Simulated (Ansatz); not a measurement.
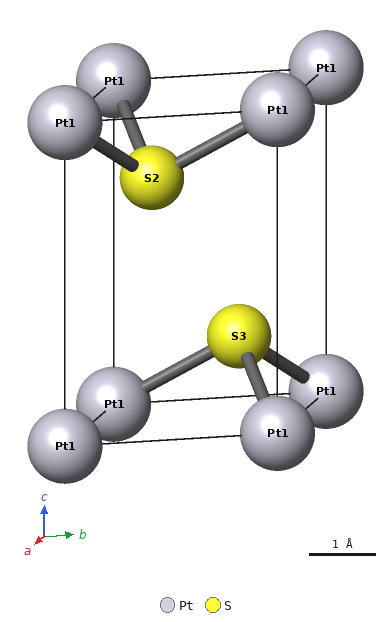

The input geometry of run A (ball-and-stick view of the cell of the calculation, seen slightly off an axis; atoms are numbered from 1 in the order of the input). An atom can appear more than once, as a periodic image. Near neighbours in the periodic cell (some may lie outside the picture): Pt has 6 S at 2.27 Å; S has 3 Pt at 2.27 Å.

# PtS2: a changed input and its effect

System: PtS2 (P-3m1, 3 atoms in the cell).
Method of run A: Kohn-Sham DFT of a periodic cell, PBE, Ansatz PAW, no spin polarisation (Ansatz 0.2.0).

The structure derives from an entry of the Crystallography Open Database. Text and figures count atoms from 1; the logs count them from 0 in places.

## The input, run A
```yaml
crystal:
  lattice:
    - [3.401472, 0.0, 0.0]
    - [-1.700736, 2.9457611623, 0.0]
    - [0.0, 0.0, 5.0388]
  atoms:
    - { symbol: Pt, position: [0.0, 0.0, 0.0] }
    - { symbol: S, position: [0.6666666667, 0.3333333333, 0.773] }
    - { symbol: S, position: [0.3333333333, 0.6666666667, 0.227] }
hamiltonian:
  xc: pbe
  pseudopotentials: { kind: paw }
kpoints:
  mp_grid: { grid: [8, 8, 5] }
scf:
  occupations: { method: fermi_dirac, width: 0.05 }
output:
  forces: true
  stress: true
  eigenvalues: true
  write_density: true
  write_potential: true
  elf: true
  volumetric_format: npy
```

Command:
```bash
ansatz run input.yaml --threads 2 --pin off --max-ram 5632MiB --backend cpu --events-out ev --progress --plain --runs-dir out
```

Hardware: 2 threads of Arm Neoverse V1, 24 GiB of memory available, shared host.

## Output, shortened to warnings, some set-up lines, iterations and results (run A)
```
Basis set: ecut = 420 eV, 977 PW (Γ), exchange–correlation on 48×48×72 points (8 copies of the dense FFT grid, shifted against one another)
Symmetry: 12 space group operations
k-points: 40 of 320
Initial density: superposition of atomic densities (neutral atoms: chi_scale 0, normalization atom), corrected by the library's trained network
[...]
SCF iter   1: F=—  HF=-14327.439804 eV  |F-HF|=—  |Δ(HF+E_count)|=         —  Δρ=3.87e-3  dr2=7.66e-3  ethr=1.77e-3  ⟨swp⟩=5.9  Hψ=3999  notcnv=0
SCF iter   2: F=—  HF=-14327.438122 eV  |F-HF|=—  |Δ(HF+E_count)|=   1.68e-3  Δρ=2.08e-3  dr2=2.84e-3  ethr=2.55e-5  ⟨swp⟩=2.2  Hψ=1306  notcnv=0
SCF iter   3: F=—  HF=-14327.438065 eV  |F-HF|=—  |Δ(HF+E_count)|=   5.66e-5  Δρ=5.84e-4  dr2=1.93e-4  ethr=9.47e-6  ⟨swp⟩=2.0  Hψ=1190  notcnv=0
SCF iter   4: F=—  HF=-14327.438051 eV  |F-HF|=—  |Δ(HF+E_count)|=   1.35e-5  Δρ=2.41e-4  dr2=2.65e-5  ethr=6.45e-7  ⟨swp⟩=2.7  Hψ=1139  notcnv=0
SCF iter   5: F=—  HF=-14327.438053 eV  |F-HF|=—  |Δ(HF+E_count)|=   1.25e-6  Δρ=8.90e-5  dr2=6.30e-6  ethr=8.84e-8  ⟨swp⟩=2.0  Hψ=1160  notcnv=0
SCF iter   6: F=—  HF=-14327.438053 eV  |F-HF|=—  |Δ(HF+E_count)|=   1.83e-7  Δρ=3.36e-5  dr2=8.52e-7  ethr=2.10e-8  ⟨swp⟩=2.0  Hψ=1119  notcnv=0
SCF iter   7: F=-14327.438053 eV  HF=-14327.438053 eV  |F-HF|=1.58e-8  |Δ(HF+E_count)|=   2.46e-7  Δρ=5.19e-6  dr2=1.44e-8  ethr=3.33e-10  ⟨swp⟩=7.2  Hψ=5355  notcnv=0
SCF 1 converged in 7 iterations: F = -14327.438053 eV  dr2 = 1.44e-8
SCF converged after 7 iterations
Free energy (F): -14327.438053 eV
Harris-Foulkes:  -14327.438053 eV  (|F-HF|=1.58e-8)
Internal energy: -14327.438052 eV  (E = F + TS)
E sigma→0 (E₀):  -14327.438052 eV
Entropy (-TS):   -0.000001 eV (-0.000 meV/atom)
Fermi energy:    13.002649 eV
--- Per-component energies (eV) ---
  E_band       = -287.066604
  E_kinetic    = 864.343067
  E_local      = -3118.703031  (includes V_loc(G=0)·N_el)
  E_nonlocal   = 255.291371
  E_hartree    = 1247.695052
  E_xc         = -461.094142
  E_vxc        = -484.583992  (∫ρ·V_xc dr)
  E_paw        = -10654.746054  (= ΣΔE_a)
  E_vpaw       = -298.804499  (= ΣTr[D̂ρ^β])
  E_aug_tail   = 0.000203  (compensation charges beyond the density's cutoff)
  E_ewald      = -2460.224518
  E_smearing   = -0.000001  (= −TS)
  E_closure    = 0.000000  (closes the sum)
  Σ components = -14327.438053   (vs F -14327.438053, Δ=0.00e0)
--- Forces (eV/Å), atoms counted from 1 ---
  atom   1  Pt    -0.00000000     0.00000000     0.00000000
  atom   2  S     -0.00000000     0.00000000    -2.76856518
  atom   3  S      0.00000000    -0.00000000     2.76856518
  max |Σ_I F_I| component: 6.94e-18 eV/Å
--- Stress (GPa, compression-positive) ---
       35.727735       0.000000       0.000000
       -0.000000      35.727735      -0.000000
        0.000000      -0.000000      23.603637
  P = ⅓ Tr σ = 31.6864 GPa (316.864 kbar)
```

The input of run B differs as follows (lines with − go, lines with + come):
```diff
-    - [3.401472, 0.0, 0.0]
-    - [-1.700736, 2.9457611623, 0.0]
+    - [3.5432, 0.0, 0.0]
+    - [-1.7716, 3.0685012107, 0.0]
-  mp_grid: { grid: [8, 8, 5] }
+  mp_grid: { grid: [7, 7, 5] }
```

Predict how the results change.

With the same functional and potentials, run B lies 206.1 meV per atom lower (other lines of the input change too). The gap on the mesh goes from 1.15 to 0.88 eV. The pressure goes from 31.69 to 11.61 GPa. The largest force goes from 2.769 to 1.258 eV/Å. The volume per atom goes from 16.83 to 18.26 Å³. The number of SCF iterations is the same. The irreducible k-points go from 40 to 32. The plane waves at Γ go from 977 to 1043.

## Output, shortened to warnings, some set-up lines, iterations and results (run B)
```
Basis set: ecut = 420 eV, 1043 PW (Γ), exchange–correlation on 48×48×72 points (8 copies of the dense FFT grid, shifted against one another)
Symmetry: 12 space group operations
k-points: 32 of 245
Initial density: superposition of atomic densities (neutral atoms: chi_scale 0, normalization atom), corrected by the library's trained network
[...]
SCF iter   1: F=—  HF=-14328.056451 eV  |F-HF|=—  |Δ(HF+E_count)|=         —  Δρ=3.36e-3  dr2=6.27e-3  ethr=1.77e-3  ⟨swp⟩=5.8  Hψ=3127  notcnv=0
SCF iter   2: F=—  HF=-14328.056206 eV  |F-HF|=—  |Δ(HF+E_count)|=   2.44e-4  Δρ=1.77e-3  dr2=2.26e-3  ethr=2.09e-5  ⟨swp⟩=2.2  Hψ=1038  notcnv=0
SCF iter   3: F=—  HF=-14328.056203 eV  |F-HF|=—  |Δ(HF+E_count)|=   3.31e-6  Δρ=5.14e-4  dr2=1.70e-4  ethr=7.53e-6  ⟨swp⟩=2.0  Hψ=970  notcnv=0
SCF iter   4: F=—  HF=-14328.056189 eV  |F-HF|=—  |Δ(HF+E_count)|=   1.40e-5  Δρ=2.07e-4  dr2=2.34e-5  ethr=5.67e-7  ⟨swp⟩=2.7  Hψ=914  notcnv=0
SCF iter   5: F=—  HF=-14328.056216 eV  |F-HF|=—  |Δ(HF+E_count)|=   2.68e-5  Δρ=7.50e-5  dr2=5.01e-6  ethr=7.79e-8  ⟨swp⟩=2.0  Hψ=897  notcnv=0
SCF iter   6: F=—  HF=-14328.056216 eV  |F-HF|=—  |Δ(HF+E_count)|=   5.44e-7  Δρ=2.96e-5  dr2=7.16e-7  ethr=1.67e-8  ⟨swp⟩=2.0  Hψ=882  notcnv=0
SCF iter   7: F=-14328.056217 eV  HF=-14328.056217 eV  |F-HF|=1.82e-8  |Δ(HF+E_count)|=   1.89e-7  Δρ=3.83e-6  dr2=7.79e-9  ethr=3.33e-10  ⟨swp⟩=7.0  Hψ=4133  notcnv=0
SCF 1 converged in 7 iterations: F = -14328.056217 eV  dr2 = 7.79e-9
SCF converged after 7 iterations
Free energy (F): -14328.056217 eV
Harris-Foulkes:  -14328.056217 eV  (|F-HF|=1.82e-8)
Internal energy: -14328.056206 eV  (E = F + TS)
E sigma→0 (E₀):  -14328.056211 eV
Entropy (-TS):   -0.000011 eV (-0.004 meV/atom)
Fermi energy:    11.403479 eV
--- Per-component energies (eV) ---
  E_band       = -320.282579
  E_kinetic    = 855.127785
  E_local      = -3139.944596  (includes V_loc(G=0)·N_el)
  E_nonlocal   = 255.083269
  E_hartree    = 1243.842423
  E_xc         = -457.843613
  E_vxc        = -480.237869  (∫ρ·V_xc dr)
  E_paw        = -10654.117288  (= ΣΔE_a)
  E_vpaw       = -297.993639  (= ΣTr[D̂ρ^β])
  E_aug_tail   = 0.000189  (compensation charges beyond the density's cutoff)
  E_ewald      = -2430.204375
  E_smearing   = -0.000011  (= −TS)
  E_closure    = 0.000000  (closes the sum)
  Σ components = -14328.056217   (vs F -14328.056217, Δ=0.00e0)
--- Forces (eV/Å), atoms counted from 1 ---
  atom   1  Pt    -0.00000000     0.00000000     0.00000000
  atom   2  S      0.00000000    -0.00000000    -1.25798189
  atom   3  S     -0.00000000     0.00000000     1.25798189
  max |Σ_I F_I| component: 2.22e-16 eV/Å
--- Stress (GPa, compression-positive) ---
       12.181478       0.000000      -0.000000
        0.000000      12.181478       0.000000
       -0.000000       0.000000      10.468585
  P = ⅓ Tr σ = 11.6105 GPa (116.105 kbar)
```

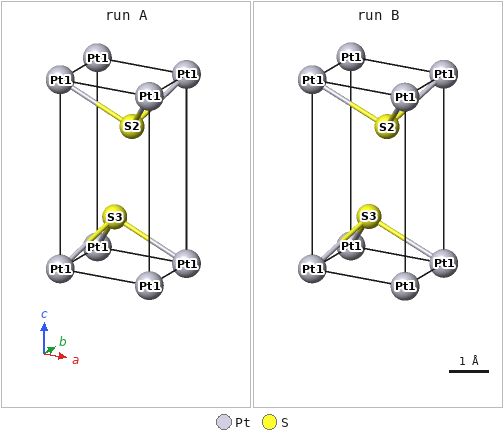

The two input geometries at one scale (ball-and-stick view of the cell of the calculation, seen slightly off an axis). No atom moves by more than 0.005 Å relative to the cell. The volume changes by +8.5 %, with a = b 3.401 → 3.543 Å (+4.2 %), c stays at 5.039 Å. Among the contacts that change: Pt1–S2 2.273 → 2.344 Å.

## The two runs side by side

```tsv
quantity	run A	run B
outcome	converged	converged
free energy per atom (eV)	−4775.8127	−4776.0187
gap on the mesh (eV)	1.15	0.88
pressure (GPa)	31.69	11.61
volume per atom (Å³)	16.83	18.26
largest force (eV/Å)	2.769	1.258
SCF iterations	7	7
irreducible k-points	40	32
plane waves at Γ	977	1043
wall time (shared host)	1.4 s	1.3 s
```

For both runs: Spin–orbit coupling is left out, which matters for Pt. For run A: The cell is under a pressure of 32 GPa at this level, so it is not at its equilibrium volume. For run B: The cell is under a pressure of 11.6 GPa at this level, so it is not at its equilibrium volume.
